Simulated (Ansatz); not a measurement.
A series of calculations on Si63

### Relaxation

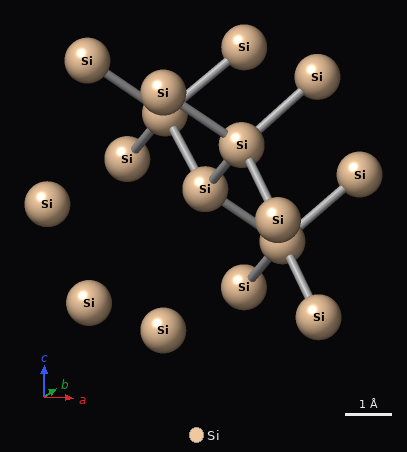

A defect cell of composition Si₆₃ (cell charge +1), before the relaxation. Style: ball-and-stick. Shown: the atoms within 4.2 Å of the atom that moves most (axes of the cell of the calculation), slightly off an axis.

The calculation used DFT, PBEsol, PAW, plane waves in Ansatz 0.2.0.

(plane-wave cutoff 420 eV; k-point mesh 1 × 1 × 1; mesh shifted by (0.25, 0.25, 0.25); collinear spin; atoms relaxed in a fixed cell; force threshold 0.03 eV/Å; at most 80 steps)

```
CELL_PARAMETERS angstrom
10.86558 0.00000 0.00000
0.00000 10.86558 0.00000
0.00000 0.00000 10.86558
ATOMIC_POSITIONS crystal
Si 0.99820 0.00145 0.99912
Si 0.99869 0.00023 0.50071
Si 0.00062 0.50221 0.99391
Si 0.00063 0.50011 0.49730
Si 0.49727 0.00099 0.00083
Si 0.50289 0.00238 0.49945
Si 0.50226 0.49872 0.00033
Si 0.12560 0.12391 0.12202
Si 0.12054 0.12281 0.62283
Si 0.12459 0.62702 0.12559
Si 0.12868 0.62679 0.62980
Si 0.62690 0.12430 0.12348
Si 0.62415 0.12505 0.62437
Si 0.62313 0.62706 0.12669
Si 0.62995 0.62303 0.62558
Si 0.24801 0.25049 0.00241
Si 0.24866 0.24791 0.49798
Si 0.24808 0.74735 0.00162
Si 0.25024 0.74865 0.50152
Si 0.75163 0.25038 0.00230
Si 0.74906 0.25166 0.49925
Si 0.74714 0.75235 0.00281
Si 0.75233 0.74893 0.50112
Si 0.37407 0.37581 0.12768
Si 0.37573 0.37571 0.62522
Si 0.37149 0.87401 0.12548
Si 0.37429 0.87493 0.62212
Si 0.87276 0.37401 0.12622
Si 0.87292 0.37446 0.62612
Si 0.87531 0.87287 0.12431
Si 0.87413 0.87687 0.62333
Si 0.25165 0.99863 0.25137
Si 0.24676 0.00084 0.74817
Si 0.25048 0.50034 0.24800
Si 0.25245 0.50198 0.75043
Si 0.74603 0.99921 0.25004
Si 0.75213 0.00270 0.75142
Si 0.74956 0.49924 0.25374
Si 0.75150 0.49900 0.74956
Si 0.37505 0.12272 0.37703
Si 0.37424 0.12732 0.87320
Si 0.37822 0.62674 0.37149
Si 0.37474 0.62661 0.87491
Si 0.87246 0.12373 0.37347
Si 0.87614 0.12499 0.87294
Si 0.87338 0.62486 0.37560
Si 0.87155 0.62321 0.87525
Si 0.99957 0.24663 0.24913
Si 0.00049 0.25107 0.74938
Si 0.00143 0.74838 0.25153
Si 0.99811 0.74914 0.75019
Si 0.49948 0.25008 0.25007
Si 0.50065 0.24938 0.74974
Si 0.49901 0.74996 0.24876
Si 0.49898 0.74987 0.74958
Si 0.12483 0.37585 0.37472
Si 0.12590 0.37635 0.87550
Si 0.12406 0.87626 0.37935
Si 0.12110 0.87018 0.87501
Si 0.62496 0.37712 0.37944
Si 0.62533 0.37594 0.87407
Si 0.62453 0.87810 0.37192
Si 0.62647 0.87434 0.87130
```

Where does the relaxation end?

The largest move is that of Si15, 0.13 Å along [−3 −1 −2]. The lattice vectors keep their values. Among the contacts that change: Si23–Si62 2.422 → 2.346 Å, Si39–Si47 2.321 → 2.367 Å, Si15–Si55 2.396 → 2.352 Å, Si23–Si31 2.334 → 2.367 Å. Bond angles that change, for instance: Si15–Si55–Si63 107.3° → 111.8°, Si15–Si39–Si47 108.9° → 111.7°, Si31–Si23–Si46 111.0° → 108.3°. After 4 geometry steps the energy has fallen by 0.587 eV per cell of the calculation. The largest force component goes from 0.89 to 0.011 eV/Å.

Step by step:

| step | E − E(0), meV/atom | largest force component, eV/Å |
| --- | --- | --- |
| 0 | 0.00 | 0.8916 |
| 1 | -8.58 | 0.2599 |
| 2 | -9.18 | 0.0966 |
| 3 | -9.30 | 0.0325 |
| 4 | -9.32 | 0.0111 |

After the run, drawn alike:

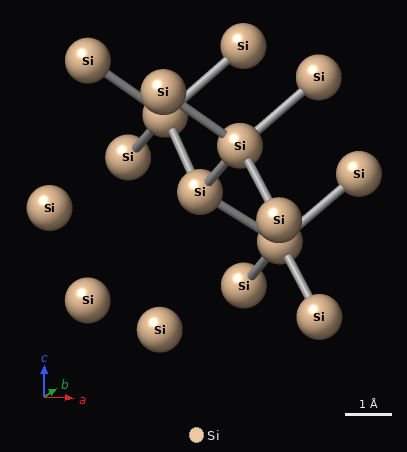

Limits of the set-up: the cell is charged, on a uniform background, and energies carry no finite-size correction.

### Relaxation

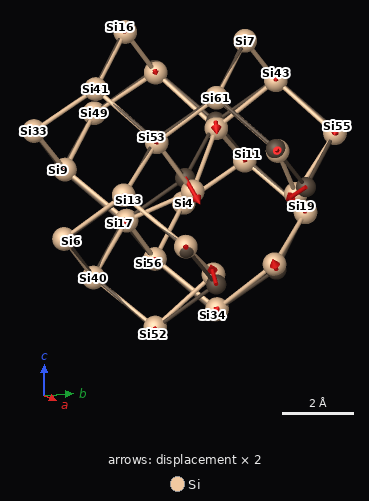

A relaxation of a defect cell of composition Si63 (cell charge −1). The starting structure is drawn faded, the final one solid; red arrows show the displacements, 2 times their true length.

A ball-and-stick model of the atoms within 5.0 Å of the atom that moves most (axes of the cell of the calculation (origin shifted)), seen slightly off an axis.

Method: Ansatz, DFT, PBEsol, PAW, plane waves. (plane-wave cutoff 420 eV; k-point mesh 1 × 1 × 1; mesh shifted by (0.25, 0.25, 0.25); collinear spin; atoms relaxed in a fixed cell; force threshold 0.03 eV/Å; at most 80 steps)

**What did the optimiser do to the structure, and how much energy did it gain?**

The atom that moves furthest is a Si atom (0.50 Å along [3 1 −3]). The lattice vectors keep their values. Some distances before and after: Si–Si 3.803 → 2.917 Å, Si–Si 2.351 → 2.498 Å, Si–Si 2.318 → 2.406 Å, Si–Si 2.367 → 2.452 Å. Among the angles between lasting bonds that change: Si–Si–Si 110.1° → 97.5°, Si–Si–Si 109.9° → 121.0°, Si–Si–Si 108.8° → 118.9°. Over 10 geometry steps the energy falls by 1.096 eV per cell of the calculation. The largest force component goes from 0.95 to 0.027 eV/Å. The program noted that the starting moments weren't kept.

Limits of the set-up: the cell is charged, on a uniform background, and energies carry no finite-size correction.

### Defect

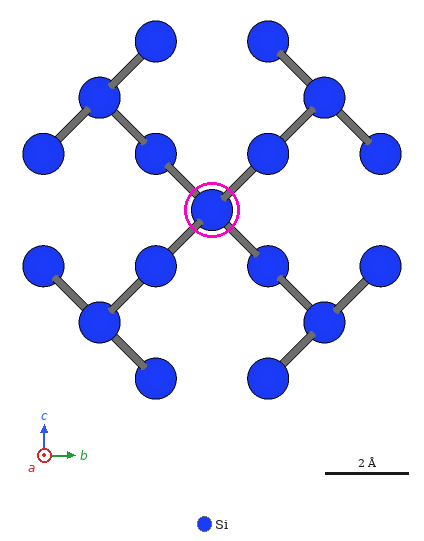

Perfect Si. A ball-and-stick model of the atoms within 4.6 Å of one point, in a slice 5.0 Å thick across the line of sight, seen along the a axis.

These are results of DFT, PBEsol, PAW, plane waves (Ansatz), not measurements. Set-up: plane-wave cutoff 420 eV; k-point mesh 1 × 1 × 1; mesh shifted by (0.25, 0.25, 0.25); collinear spin. Fermi-Dirac smearing of 0.01 eV. A uniform background neutralises the charged cell. The axes drawn are those of the host's conventional cell.

A silicon atom is taken out (a vacancy) at the ringed place, in charge state −1. The supercell has 64 sites, and the atoms are relaxed at the host's cell.

Q: How do the neighbours respond?

A: Around the empty Si site the host had 4 Si at 2.35 Å; after relaxation the nearest atoms are 4 Si at 1.90 to 2.16 Å. Of the host's atoms, a silicon atom moves furthest from its site, by 0.50 Å. The cell's net moment is 1.00 μB.

The relaxed defect, seen from the same direction:

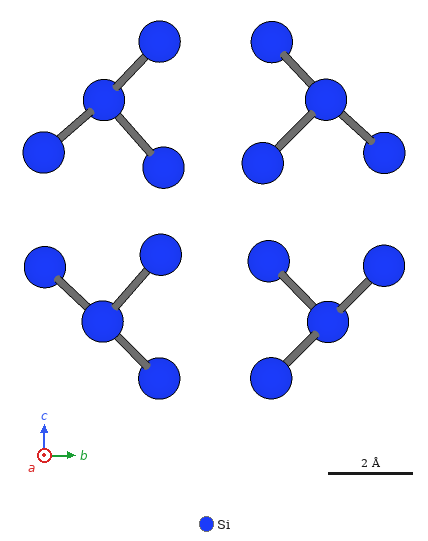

Limits of the set-up: the cell is charged, on a uniform background, and energies carry no finite-size correction.

### Defect

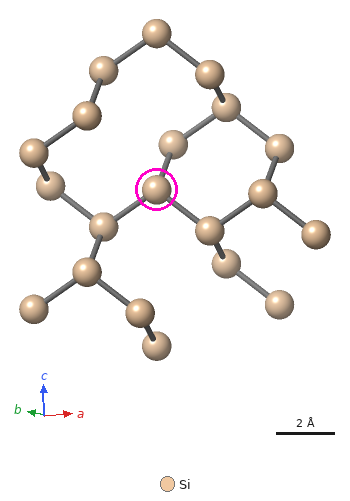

Perfect Si. Style: ball-and-stick. Shown: the atoms within 6.0 Å of one point, in a slice 3.4 Å thick across the line of sight, from a free direction.

All numbers below come from DFT, PBEsol, PAW, plane waves (Ansatz). Settings: plane-wave cutoff 420 eV; k-point mesh 1 × 1 × 1; mesh shifted by (0.25, 0.25, 0.25); no spin polarisation. Fermi-Dirac smearing of 0.01 eV. A uniform background neutralises the charged cell. The axes drawn are those of the host's conventional cell.

A silicon atom is taken out (a vacancy) at the ringed place, in charge state −2. The supercell has 64 sites, and the atoms are relaxed at the host's cell.

Q: How do the neighbours respond?

A: Around the empty Si site the host had 4 Si at 2.35 Å; after relaxation the nearest atoms are 4 Si at 1.84 to 2.06 Å. Of the host's atoms, a silicon atom moves furthest from its site, by 0.59 Å.

The relaxed defect, seen from the same direction:

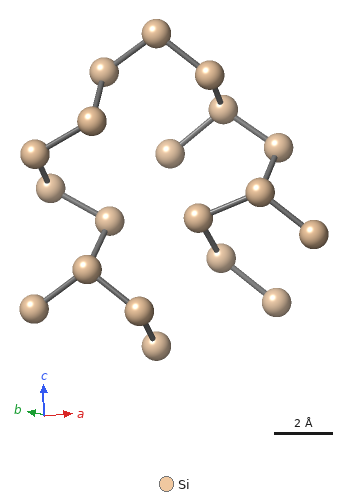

Limits of the set-up: the cell is charged, on a uniform background, and energies carry no finite-size correction.
